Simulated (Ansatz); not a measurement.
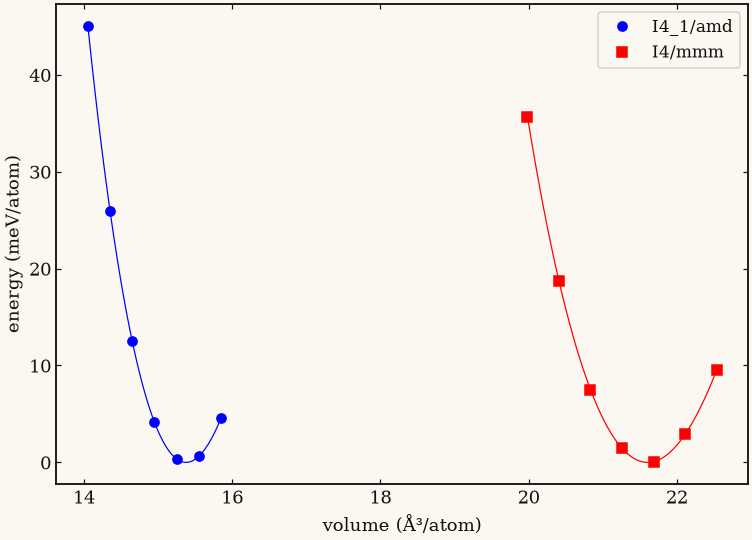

Energy against volume, with one curve for each structure, for Si. Each energy curve has its own zero, so the curves don't rank the structures.

Settings that differ: I4_1/amd: k mesh 11×11×11; I4/mmm: k mesh 8×8×8.

The fitted equilibrium volumes, smallest first, are I4_1/amd 15.377, I4/mmm 21.605 Å³/atom. The fitted bulk moduli, smallest first, are I4/mmm 82.0, I4_1/amd 106.9 GPa.

How it was computed, with Ansatz 0.2.0: plane-wave DFT, no spin polarisation; energies at scaled volumes of the given cell, shape and fractions fixed, counted from the fit's minimum, third-order Birch-Murnaghan fit. Level: PBE.

occupations Fermi–Dirac; smearing width 0.05 eV; potentials Ansatz PAW; wave cutoff 420 eV; density cutoff 1680 eV.

Caveats: shape and atomic fractions are frozen while scaling, which makes layered, chain and framework solids too stiff.
